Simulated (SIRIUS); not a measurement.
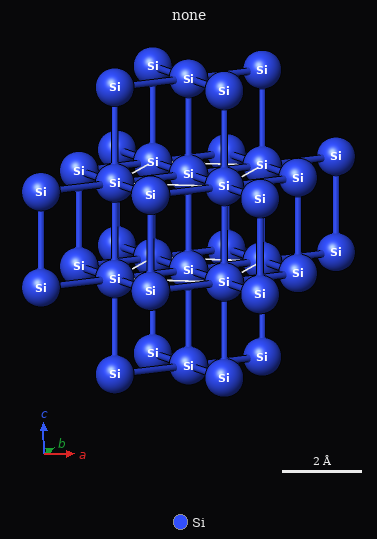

Solid Si (set up in P-1), relaxed (cell and atoms) with several dispersion corrections. The picture shows the result with none. Style: ball-and-stick. Shown: the conventional cell (2 times the calculation's cell), slightly off an axis. Lengths and directions refer to the drawn axes.

Computed with SIRIUS 7.10.0: revPBE, dojo-sr-pbe-0.4.1-standard. Settings: plane-wave cutoff 489.8 eV; k-point mesh 6 × 6 × 6; occupations fermi-dirac; smearing width 0.05 eV; optimiser BFGS; no spin polarisation.

| dispersion correction | volume (Å³/atom) | a (Å) | b (Å) | c (Å) |
| --- | --- | --- | --- | --- |
| none | 15.343 | 2.878 | 4.317 | 2.470 |
| D4 | ? | ? | ? | ? |
| D3(BJ) | 14.114 | 2.721 | 4.258 | 2.438 |
| D3 | 14.866 | 2.808 | 4.288 | 2.469 |

> Estimate the missing row from the others, and compare with the calculation.

With D4 the volume falls between D3(BJ) (14.114) and D3 (14.866). The calculation gives 14.229 Å³/atom (a = 2.731 Å, b = 4.268 Å, c = 2.443 Å). In order of volume: D3(BJ) < D4 < D3 < none; the spread is 8.7 %.

Each member starts from this one structure; whether another phase lies lower wasn't checked.
